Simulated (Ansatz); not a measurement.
**Geometry relaxation of GaSb (part 1 of 2)**

GaSb (F-43m, 2 atoms in the cell), computed with DFT LDA, scalar-relativistic, plane waves, PAW, no spin polarisation (Ansatz 0.2.0).

The structure derives from an entry of the Crystallography Open Database.

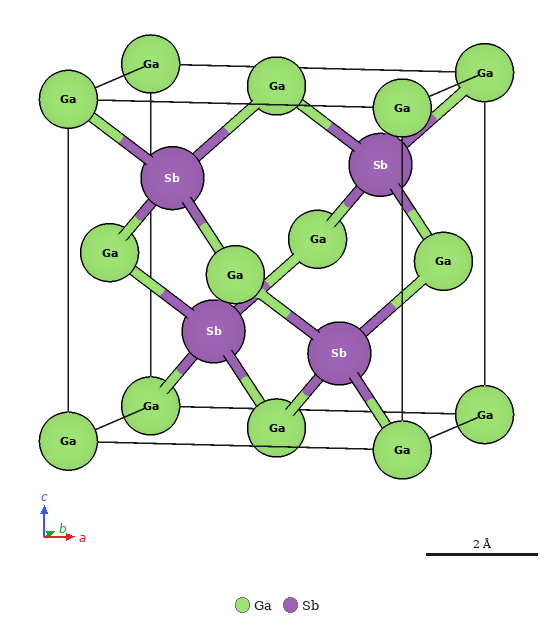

The starting structure (ball-and-stick view of the cell 4 times as large as that of the calculation, set on its symmetry axes, seen slightly off an axis).

**The input**
```yaml
crystal:
  lattice:
    - [0.0, 3.1069206322, 3.1069206322]
    - [3.1069206322, 0.0, 3.1069206322]
    - [3.1069206322, 3.1069206322, 0.0]
  atoms:
    - { symbol: Ga, position: [0.0, 0.0, 0.0] }
    - { symbol: Sb, position: [0.25, 0.25, 0.25] }
basis:
  ecutwfc: 420
kpoints:
  mp_grid: { grid: [12, 12, 12] }
hamiltonian:
  xc: lda
scf:
  occupations: { method: gaussian, width: 0.1 }
output:
  forces: true
  stress: true
  eigenvalues: true
  write_density: true
  write_potential: true
  elf: true
  volumetric_format: npy
relax:
  adjacent_minimum: "off"
  f_tol: 0.005
  max_steps: 50
  cell: { stress_tol: 0.05 }
```

Launched with:
```bash
ansatz run input.yaml --threads 1 --pin off --max-ram 2560MiB --backend cpu --events-out ev --progress --plain --runs-dir out
```

**Output**
```
Engine: ansatz 0.2.0, aarch64-unknown-linux-gnu
Pseudopotentials: kind: paw
Pseudopotential: Ga, paw, valence charge 13, recommended cutoff 420 eV (normal), Ga.paw.azcp
Pseudopotential: Sb, paw, valence charge 15, recommended cutoff 420 eV (normal), Sb.paw.azcp
Functional definition: SPW92
  exchange = slater_x
  correlation = pw_c
Crystal: 2 atoms, lattice volume = 59.982 Å³
Basis set: ecut = 420 eV, 1211 PW (Γ)
Bands: 18, of which v1, the nominal top of the filled ones, is band 14 counted from 1 (13 counted from 0)
Symmetry: 24 space group operations
Space group: F-43m (ITA 216), of the structure as read, at distance tolerance 3.9e-5 Å
k-points: 72 of 1728 (time reversal used)
Non-local potential: Ga, projectors of the file, l = 0: 2, l = 1: 2, l = 2: 3, l = 3: 1
Non-local potential: Sb, projectors of the file, l = 0: 2, l = 1: 2, l = 2: 2, l = 3: 2
PAW form: soft (Blöchl's): semilocal exchange-correlation on the pseudo side does not see the compensation charge
PAW frozen core: Ga, regenerated for the run's functional, and the local potential with it (the file was generated under x = pbe(κ = 0.804, μ = 0.2195149727645171), c = pbe(β = 0.06672455060314922))
PAW frozen core: Sb, regenerated for the run's functional, and the local potential with it (the file was generated under x = pbe(κ = 0.804, μ = 0.2195149727645171), c = pbe(β = 0.06672455060314922))
PAW one-centre angular grid: Ga, 590 points (default); XC on 64 Gauss nodes
PAW one-centre angular grid: Sb, 590 points (default); XC on 64 Gauss nodes
Initial density: superposition of atomic densities (neutral atoms: chi_scale 0, normalization atom), corrected by the library's trained network
Initial wavefunctions: pseudopotential atomic-orbital guess
Functional: x = slater, c = lda
SCF iter   1: F=—  HF=-10042.999177 eV  |F-HF|=—  |Δ(HF+E_count)|=         —  Δρ=5.73e-3  dr2=9.79e-3  ethr=1.77e-3  ⟨swp⟩=6.0  Hψ=6612  notcnv=0
preconditioner: auto → none  [insulator: Δε(μ)=0.171 eV  Ē_g=14.387 eV  σ=0.100 eV  W_gap=0.69  n_scr=14 (ndim 8)  ℏωp=20.3 eV  f_vac=0.105  D(μ)=0.04/eV (n_scr^D=0)  ε∞_Penn≈3.0]
SCF iter   2: F=—  HF=-10042.995211 eV  |F-HF|=—  |Δ(HF+E_count)|=   3.97e-3  Δρ=2.31e-3  dr2=1.20e-3  ethr=3.50e-5  ⟨swp⟩=2.6  Hψ=2858  notcnv=0
SCF iter   3: F=—  HF=-10042.995211 eV  |F-HF|=—  |Δ(HF+E_count)|=   4.14e-7  Δρ=6.40e-4  dr2=1.67e-4  ethr=4.27e-6  ⟨swp⟩=2.8  Hψ=2052  notcnv=0
SCF iter   4: F=—  HF=-10042.995190 eV  |F-HF|=—  |Δ(HF+E_count)|=   2.10e-5  Δρ=2.15e-4  dr2=1.75e-5  ethr=5.95e-7  ⟨swp⟩=2.0  Hψ=1945  notcnv=0
SCF iter   5: F=—  HF=-10042.995178 eV  |F-HF|=—  |Δ(HF+E_count)|=   1.18e-5  Δρ=2.45e-5  dr2=2.79e-7  ethr=6.26e-8  ⟨swp⟩=2.0  Hψ=1943  notcnv=0
SCF iter   6: F=-10042.995178 eV  HF=-10042.995178 eV  |F-HF|=1.31e-8  |Δ(HF+E_count)|=   6.54e-8  Δρ=5.77e-6  dr2=1.76e-8  ethr=3.57e-10  ⟨swp⟩=9.8  Hψ=9330  notcnv=0
SCF 1 converged in 6 iterations: F = -10042.995178 eV  dr2 = 1.76e-8
  greatest PAW one-centre occupation: 0.998 electrons in one spin orbital (limit 2), on the Sb atom at site 1 (counted from 0), in its partial waves of l = 2
relax step   1: F+E_penalty+E_count = -10042.99517825 eV  Δ(F+E_penalty+E_count) = +0.000e0 eV  max|allowed force component| = 1.573e-16 eV/Å  Δτ_max = 0.0000 Å  P = -3.707 GPa  Ω = 59.982 Å³  (6 SCF iters, dr2 threshold 1.00e-7 eV, accepted)
Crystal: 2 atoms, lattice volume = 53.570 Å³
Basis set: ecut = 420 eV, 1037 PW (Γ)
Initial density: handed on by an earlier stage of this run
Initial wavefunctions: those handed on with the density
iter 1 solved again at ethr=3.96e-5 eV; its pass at ethr=3.10e-3 eV (dr2=1.11e-2 eV) is discarded
SCF iter   1: F=—  HF=-10043.047366 eV  |F-HF|=—  |Δ(HF+E_count)|=         —  Δρ=4.09e-3  dr2=1.12e-2  ethr=3.96e-5  ⟨swp⟩=1.2  Hψ=7881  notcnv=0
preconditioner: auto → none  [insulator: Δε(μ)=0.293 eV  Ē_g=14.896 eV  σ=0.100 eV  W_gap=0.96  n_scr=14 (ndim 8)  ℏωp=21.5 eV  f_vac=0.036  D(μ)=0.00/eV (n_scr^D=0)  ε∞_Penn≈3.1]
SCF iter   2: F=—  HF=-10043.044512 eV  |F-HF|=—  |Δ(HF+E_count)|=   2.85e-3  Δρ=1.80e-3  dr2=1.72e-3  ethr=3.96e-5  ⟨swp⟩=1.1  Hψ=1303  notcnv=0
SCF iter   3: F=—  HF=-10043.044267 eV  |F-HF|=—  |Δ(HF+E_count)|=   2.45e-4  Δρ=4.60e-4  dr2=1.10e-4  ethr=6.16e-6  ⟨swp⟩=2.1  Hψ=1898  notcnv=0
SCF iter   4: F=—  HF=-10043.044210 eV  |F-HF|=—  |Δ(HF+E_count)|=   5.69e-5  Δρ=1.59e-4  dr2=8.86e-6  ethr=3.93e-7  ⟨swp⟩=2.0  Hψ=1959  notcnv=0
SCF iter   5: F=—  HF=-10043.044209 eV  |F-HF|=—  |Δ(HF+E_count)|=   1.32e-6  Δρ=4.74e-5  dr2=5.87e-7  ethr=3.16e-8  ⟨swp⟩=2.0  Hψ=1935  notcnv=0
SCF iter   6: F=-10043.044209 eV  HF=-10043.044209 eV  |F-HF|=2.37e-9  |Δ(HF+E_count)|=   1.98e-8  Δρ=4.08e-6  dr2=8.27e-9  ethr=7.14e-10  ⟨swp⟩=10.0  Hψ=9460  notcnv=0
SCF 2 converged in 6 iterations: F = -10043.044209 eV  dr2 = 8.27e-9
relax step   2: F+E_penalty+E_count = -10043.04420878 eV  Δ(F+E_penalty+E_count) = -4.903e-2 eV  max|allowed force component| = 8.327e-17 eV/Å  Δτ_max = 0.0000 Å  P = +1.936 GPa  Ω = 53.570 Å³  energy of the carried Pulay correction = +1.138e-3 eV  (6 SCF iters, dr2 threshold 2.00e-7 eV, accepted)
Crystal: 2 atoms, lattice volume = 55.609 Å³
Basis set: ecut = 420 eV, 1067 PW (Γ)
iter 1 solved again at ethr=4.96e-6 eV; its pass at ethr=3.10e-3 eV (dr2=1.39e-3 eV) is discarded
SCF iter   1: F=—  HF=-10043.054205 eV  |F-HF|=—  |Δ(HF+E_count)|=         —  Δρ=1.42e-3  dr2=1.41e-3  ethr=4.96e-6  ⟨swp⟩=2.2  Hψ=8242  notcnv=0
preconditioner: auto → none  [insulator: Δε(μ)=0.308 eV  Ē_g=14.695 eV  σ=0.100 eV  W_gap=0.66  n_scr=14 (ndim 8)  ℏωp=21.1 eV  f_vac=0.079  D(μ)=0.02/eV (n_scr^D=0)  ε∞_Penn≈3.1]
SCF iter   2: F=—  HF=-10043.053879 eV  |F-HF|=—  |Δ(HF+E_count)|=   3.26e-4  Δρ=6.27e-4  dr2=2.30e-4  ethr=4.96e-6  ⟨swp⟩=1.1  Hψ=1300  notcnv=0
SCF iter   3: F=—  HF=-10043.053854 eV  |F-HF|=—  |Δ(HF+E_count)|=   2.45e-5  Δρ=1.47e-4  dr2=1.05e-5  ethr=8.22e-7  ⟨swp⟩=2.8  Hψ=1891  notcnv=0
SCF iter   4: F=—  HF=-10043.053851 eV  |F-HF|=—  |Δ(HF+E_count)|=   3.48e-6  Δρ=5.73e-5  dr2=1.34e-6  ethr=3.76e-8  ⟨swp⟩=2.0  Hψ=1945  notcnv=0
SCF iter   5: F=-10043.053851 eV  HF=-10043.053851 eV  |F-HF|=3.53e-8  |Δ(HF+E_count)|=   2.85e-7  Δρ=1.89e-5  dr2=1.05e-7  ethr=7.14e-10  ⟨swp⟩=10.8  Hψ=11122  notcnv=0
SCF 3 converged in 5 iterations: F = -10043.053851 eV  dr2 = 1.05e-7
  Residual-converged pass: ⟨swp⟩=1.0  Hψ=1586  notcnv=0  max |occ|·‖R‖ = 7.1e-9 eV (tolerance 1.0e-8 eV)  dr2=1.05e-7  dr2_onsite=2.70e-8  max |Δocc| = 9.0e-10
relax step   3: F+E_penalty+E_count = -10043.05385061 eV  Δ(F+E_penalty+E_count) = -9.642e-3 eV  max|allowed force component| = 3.990e-17 eV/Å  Δτ_max = 0.0000 Å  P = -0.278 GPa  Ω = 55.609 Å³  energy of the carried Pulay correction = +7.623e-4 eV  (5 SCF iters, dr2 threshold 2.00e-7 eV, accepted)
Crystal: 2 atoms, lattice volume = 55.344 Å³
iter 1 solved again at ethr=1.28e-7 eV; its pass at ethr=3.10e-3 eV (dr2=3.58e-5 eV) is discarded
SCF iter   1: F=—  HF=-10043.054150 eV  |F-HF|=—  |Δ(HF+E_count)|=         —  Δρ=1.75e-4  dr2=2.13e-5  ethr=1.28e-7  ⟨swp⟩=2.9  Hψ=7890  notcnv=0
preconditioner: auto → none  [insulator: Δε(μ)=0.291 eV  Ē_g=14.724 eV  σ=0.100 eV  W_gap=0.54  n_scr=14 (ndim 8)  ℏωp=21.2 eV  f_vac=0.071  D(μ)=0.02/eV (n_scr^D=0)  ε∞_Penn≈3.1]
SCF iter   2: F=—  HF=-10043.054145 eV  |F-HF|=—  |Δ(HF+E_count)|=   5.52e-6  Δρ=7.47e-5  dr2=3.25e-6  ethr=7.62e-8  ⟨swp⟩=1.2  Hψ=1322  notcnv=0
SCF iter   3: F=-10043.054144 eV  HF=-10043.054144 eV  |F-HF|=2.27e-7  |Δ(HF+E_count)|=   5.00e-7  Δρ=1.70e-5  dr2=1.81e-7  ethr=6.91e-10  ⟨swp⟩=8.2  Hψ=9703  notcnv=0
SCF 4 converged in 3 iterations: F = -10043.054144 eV  dr2 = 1.81e-7
relax step   4: F+E_penalty+E_count = -10043.05414421 eV  Δ(F+E_penalty+E_count) = -2.936e-4 eV  max|allowed force component| = 5.551e-17 eV/Å  Δτ_max = 0.0000 Å  P = -0.018 GPa  Ω = 55.344 Å³  energy of the carried Pulay correction = +8.103e-4 eV  (3 SCF iters, dr2 threshold 1.94e-7 eV, accepted)
Initial wavefunctions: pseudopotential atomic-orbital guess (no wavefunctions were taken with the density)
iter 1 solved again at ethr=3.41e-7 eV; its pass at ethr=3.10e-3 eV (dr2=9.54e-5 eV) is discarded
SCF iter   1: F=—  HF=-10043.053286 eV  |F-HF|=—  |Δ(HF+E_count)|=         —  Δρ=7.43e-5  dr2=6.27e-7  ethr=3.41e-7  ⟨swp⟩=3.0  Hψ=9896  notcnv=0
preconditioner: auto → none  [insulator: Δε(μ)=0.290 eV  Ē_g=14.724 eV  σ=0.100 eV  W_gap=0.54  n_scr=14 (ndim 8)  ℏωp=21.2 eV  f_vac=0.070  D(μ)=0.02/eV (n_scr^D=0)  ε∞_Penn≈3.1]
SCF iter   2: F=—  HF=-10043.053285 eV  |F-HF|=—  |Δ(HF+E_count)|=   1.34e-6  Δρ=5.46e-5  dr2=6.42e-7  ethr=2.24e-9  ⟨swp⟩=2.0  Hψ=1945  notcnv=0
SCF iter   3: F=—  HF=-10043.053285 eV  |F-HF|=—  |Δ(HF+E_count)|=   3.30e-8  Δρ=1.50e-5  dr2=4.10e-8  ethr=2.24e-9  ⟨swp⟩=2.0  Hψ=1921  notcnv=0
SCF iter   4: F=—  HF=-10043.053285 eV  |F-HF|=—  |Δ(HF+E_count)|=   2.65e-8  Δρ=1.66e-6  dr2=6.34e-10  ethr=1.46e-10  ⟨swp⟩=2.0  Hψ=1945  notcnv=0
SCF iter   5: F=—  HF=-10043.053285 eV  |F-HF|=—  |Δ(HF+E_count)|=  1.46e-10  Δρ=5.39e-7  dr2=4.40e-11  ethr=2.26e-12  ⟨swp⟩=2.3  Hψ=1781  notcnv=0
SCF iter   6: F=-10043.053285 eV  HF=-10043.053285 eV  |F-HF|=0.00e0  |Δ(HF+E_count)|=  2.55e-11  Δρ=5.64e-8  dr2=9.58e-13  ethr=1.00e-12  ⟨swp⟩=6.1  Hψ=5784  notcnv=0
SCF 5 converged in 6 iterations: F = -10043.053285 eV  dr2 = 9.58e-13
relax step   5: F+E_penalty+E_count = -10043.05328506 eV  Δ(F+E_penalty+E_count) = +8.591e-4 eV  max|allowed force component| = 5.551e-17 eV/Å  Δτ_max = 0.0000 Å  P = -0.017 GPa  Ω = 55.344 Å³  stress off target by 1.66e-2 GPa  SCF on the basis re-selected at this cell (its energy is not comparable with the rows above)  (6 SCF iters)
```

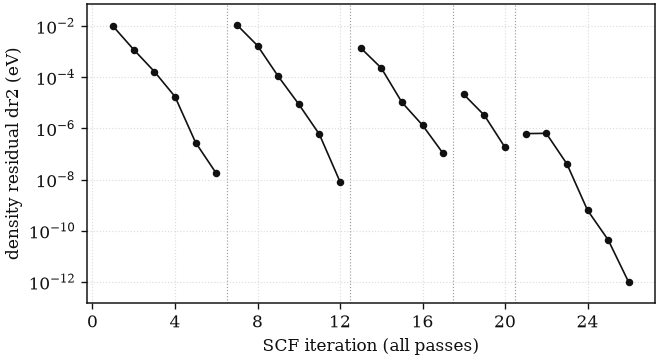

Convergence of the self-consistent field: density residual dr2 against the SCF iteration. The dotted lines part the SCF passes of the relaxation: geometry steps, rejected trials and re-solves on a re-selected basis. The 5 passes take 3 to 6 iterations each, 26 in all.

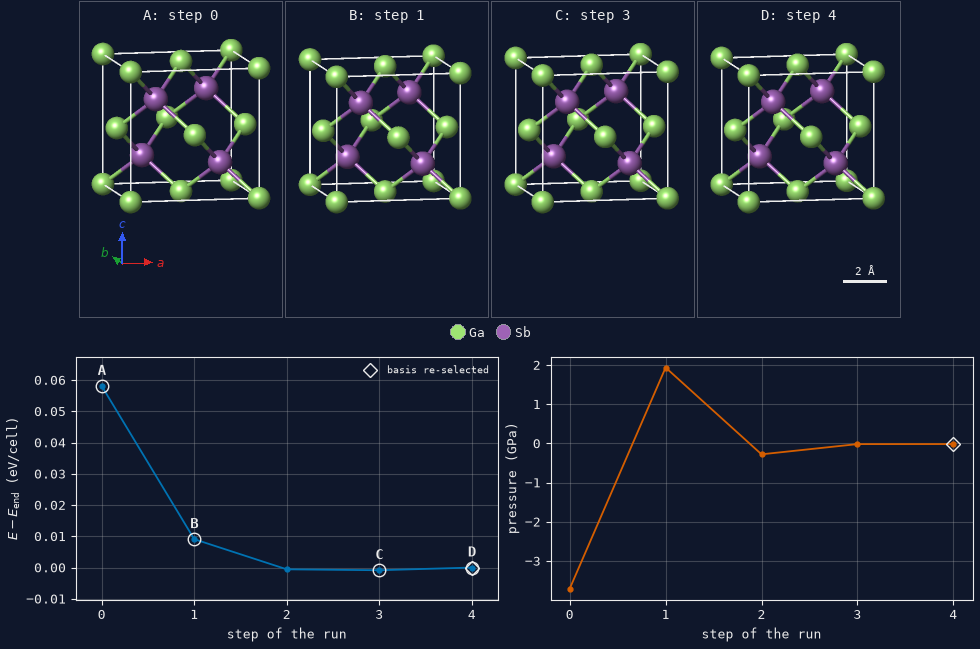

Frames of the relaxation (ball-and-stick view of the cell 4 times as large as that of the calculation, set on its symmetry axes, seen slightly off an axis) above the curves, on which the letters mark them (the first geometry is step 0 here and step 1 in the log).
